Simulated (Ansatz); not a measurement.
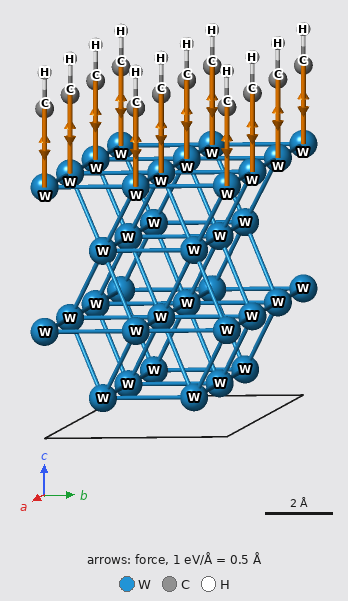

Starting geometry of a slab of composition HW$_{4}$C (cut from the Im-3m phase) with the computed forces as orange arrows. A ball-and-stick model of the 3 × 2 repeat of the cell, outlined in the plane, without the vacuum, seen slightly off an axis.

Case: CH put at a top W site. The slab is the (1 1 0) face of W with CH on it. 2 atoms are held fixed.

Theory: Ansatz 0.2.0, DFT PBEsol, scalar-relativistic, plane waves, PAW. (plane-wave cutoff 420 eV; k-point mesh 11 × 11 × 1; occupations gaussian; smearing width 0.1 eV; no spin polarisation; dipole correction; atoms relaxed in a fixed cell; force threshold 0.03 eV/Å; at most 70 steps)

Q: Is this structure relaxed? If not, where do the atoms go?

A: It isn't relaxed: the largest force vector, on a W atom, is 3.35 eV/Å. The final displacements follow the starting forces only in part (cosine between the two patterns 0.59). The largest moves, 0.38 Å, are those of C and H atoms. Largest moves by element: C 0.38 Å, H 0.38 Å, W 0.11 Å. The cell stays as it was. Some distances before and after: C–W 2.380 → 1.888 Å, W–W 2.666 → 2.768 Å, W–W 3.097 → 3.186 Å, W–W 2.733 → 2.723 Å. The energy falls by 1.183 eV per cell of the calculation in 4 accepted moves (6 points after the start). The largest force component goes from 3.3 to 0.025 eV/Å. The line search rejected the trial step at point 2 of the run. 1 step only repeated the SCF at the same geometry. Cost: 2.3 min on 1 thread of AMD EPYC 7R43 64-Core Processor (Zen 3) (shared host), peak memory 0.56 GiB.

Limits of the set-up: the periodic images lie only 2.7 Å apart, so the values are limited by the cell's size.
